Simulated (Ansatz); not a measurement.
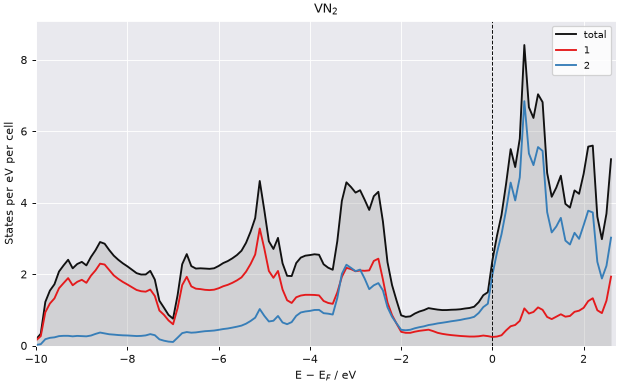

Density of states. Energies are counted from the Fermi level. The partial curves are projected on Löwdin-orthogonalised atomic shells.

Calculation on VN₂, space group I4/mcm (No. 140), 6 atoms in the cell.

Level of theory: DFT PBE, scalar-relativistic, plane waves, PAW, no spin polarisation, 12×12×12 k mesh, 420 eV cutoff; code Ansatz.

Assign each number in the legend. The candidates: N 2p, V 3d.

1 is N 2p; 2 is V 3d.

Metal or insulator, and how many states lie at the Fermi level?

It is a metal. The density of states at the Fermi level isn't well fixed here: it changes fast, and within 0.3 eV it runs from 1.2 to 4.5 per eV and cell.

The run has no spin polarisation, so a magnetic state may lie lower.
